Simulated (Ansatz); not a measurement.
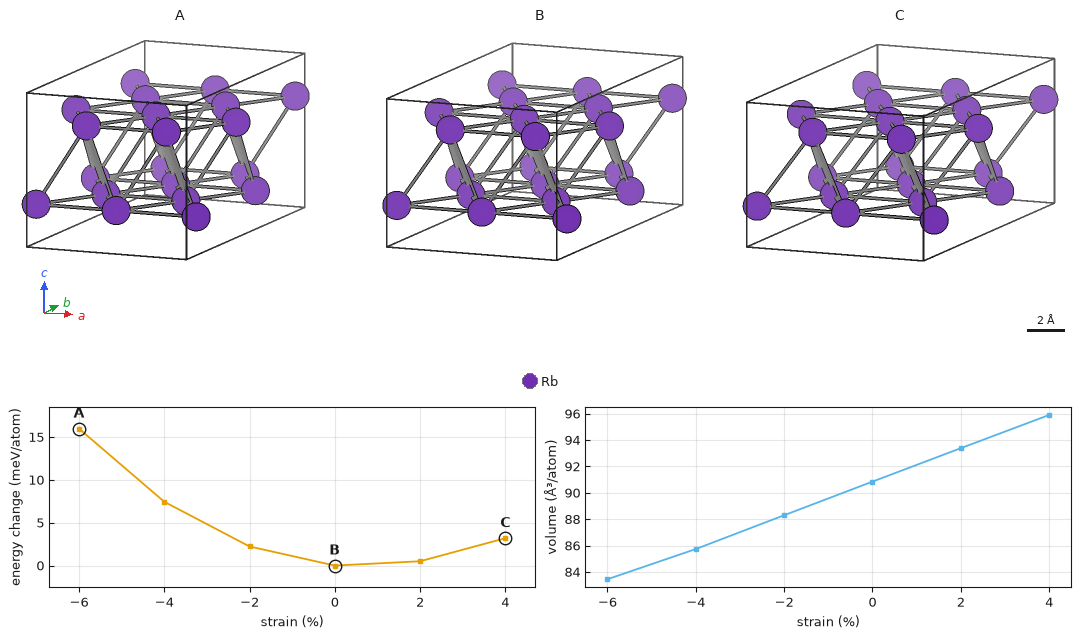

Members of a series of calculations on solid Rb (set up in Cmcm), marked on the first curve. The picture is a ball-and-stick view of the cell of the calculation, repeated to show the pattern, seen slightly off an axis.

Method: DFT PBE, scalar-relativistic, plane waves, PAW in Ansatz. (plane-wave cutoff 420 eV; k-point mesh 8 × 6 × 6; occupations gaussian; smearing width 0.1 eV; no spin polarisation)

Q: Describe the series.

A: Biaxial strain in the a–b plane, c and atoms relaxed. A (strain −6.0 %): energy change 16.0 meV/atom, volume 83.45 Å³ per atom. B (strain 0.0 %): energy change 0.0 meV/atom, volume 90.85 Å³ per atom. C (strain 4.0 %): energy change 3.2 meV/atom, volume 95.91 Å³ per atom. The rest compares A with C. Cell: a 9.451 → 10.456 Å (+10.6 %), b 16.555 → 18.316 Å (+10.6 %), c 8.534 → 8.012 Å (−6.1 %). Volume +14.9 %. Among the bonded contacts that change: Rb–Rb 4.766 → 5.273 Å, Rb–Rb 4.725 → 5.228 Å, Rb–Rb 5.054 → 5.000 Å.
